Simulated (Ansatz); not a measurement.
System: TaN.

Input

```
crystal:
  lattice:
    - [0.0, -2.2081122572, -2.2081122572]
    - [0.0, 2.2081122572, -2.2081122572]
    - [4.4162245144, 0.0, 0.0]
  atoms:
    - { symbol: Ta, position: [0.4878727728, 0.5121272272, 0.0205109201] }
    - { symbol: Ta, position: [0.0121272272, -0.0121272272, 0.4794890799] }
    - { symbol: "N", position: [0.5135183345, 0.4864816655, 0.5463518101] }
    - { symbol: "N", position: [-0.0135183345, 0.0135183345, -0.0463518101] }
basis:
  ecutwfc: 520.0
kpoints:
  mp_grid: { grid: [14, 14, 10] }
hamiltonian:
  xc: pbe
  pseudopotentials: { kind: paw, azcp: { folder: soft_1 } }
scf:
  occupations: { method: gaussian, width: 0.15 }
output:
  forces: true
  stress: true
  eigenvalues: true
  write_density: true
  write_potential: true
  elf: true
  volumetric_format: npy
```

Command:

```sh
ansatz run input.yaml --threads 2 --pin off --max-ram 4096MiB --backend cpu --events-out ev --progress --plain --runs-dir out
```

Below, planes, directions and counts refer to the conventional cell (a = 4.42 Å, b = 4.42 Å, c = 4.42 Å, α = 90.00°, β = 90.00°, γ = 90.00°).

Space group C2/m; a point of a scan over the structure, not its minimum; not relaxed (largest force 1.1 eV/Å); PAW files of the earlier set (soft_1).

Method: DFT PBE, scalar-relativistic, plane waves, PAW (Ansatz).

**What will maps of the valence pseudo-density and electron localisation function show?**

Ta–N (2.10 Å): ρ at the midpoint is about 0.71 e/Å³; the ELF peaks at about 0.85 in the valence shell of N, 0.6 Å from its nucleus, and drops to about 0.20 between the two atoms: no shared electron pair shows on this line.
Ta–N (2.32 Å): ρ at the midpoint is about 0.41 e/Å³; the ELF peaks at about 0.80 in the valence shell of N, 0.7 Å from its nucleus, and is about 0.10 at the midpoint: no localised pair shows between them.

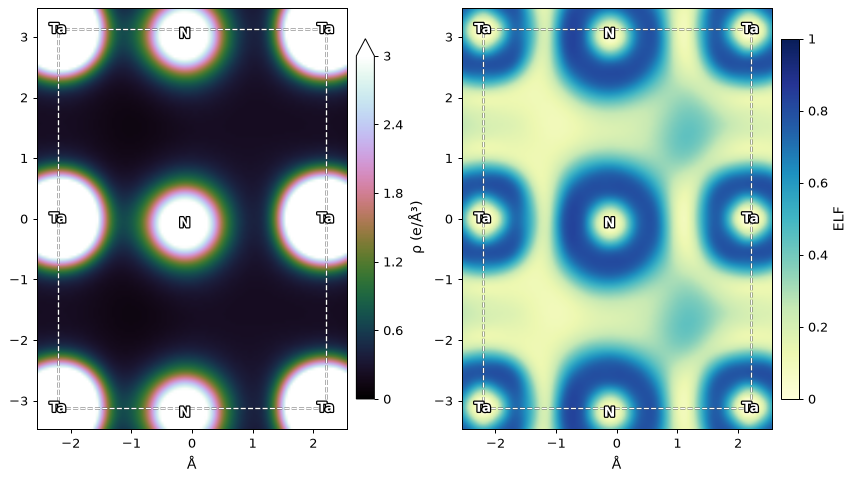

Computed valence pseudo-density and electron localisation function on the (110) plane of the conventional cell, in this order. 

The density is the valence pseudo-density of a PAW calculation; it isn't the true density close to the nuclei.
